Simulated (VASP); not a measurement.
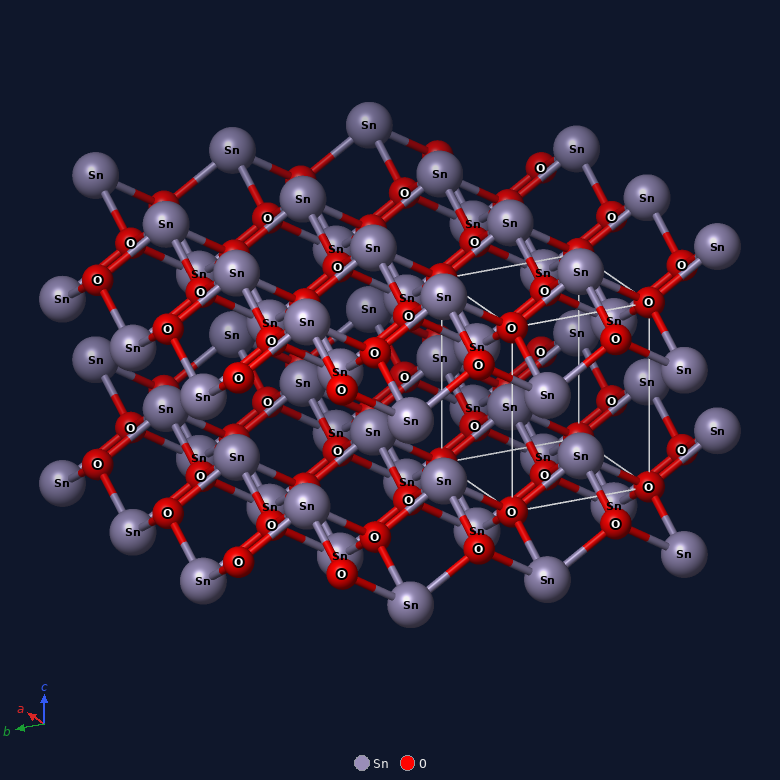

SnO (space group P4/nmm, No. 129). Coordinates: a cell listed in the Materials Project, as set up for an electronic-structure calculation.

Bonds are taken as O–Sn below 2.5 Å; no other contact counts. Atoms with one bond or none are removed and atoms with two bonds are replaced by edges, until no such atom is left.

What kind of net remains, and which atoms are its nodes?

Answer. A uninodal 4-connected, two-periodic (layers) net: Sn and O are 4-connected nodes.

Which named net is it?

Answer. It is the sql net, known from the square lattice.

How do the layers lie?

Answer. The layers lie parallel to (001).

Give the first six terms of the coordination sequence (nodes one, two, three … edges away).

Answer. Sn and O: 4, 8, 12, 16, 20, 24.

How many nodes does the smallest cycle have?

Answer. Four.

The simplified net, drawn on the atoms' positions. Nodes are coloured by element. One layer is drawn. Edges to nodes outside the piece are drawn as stubs.

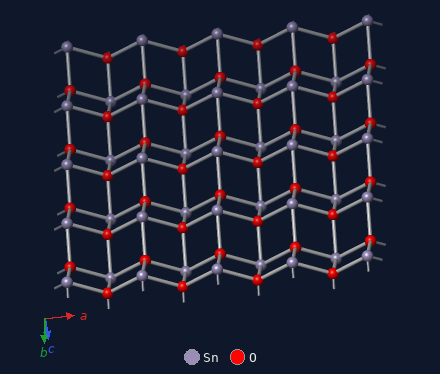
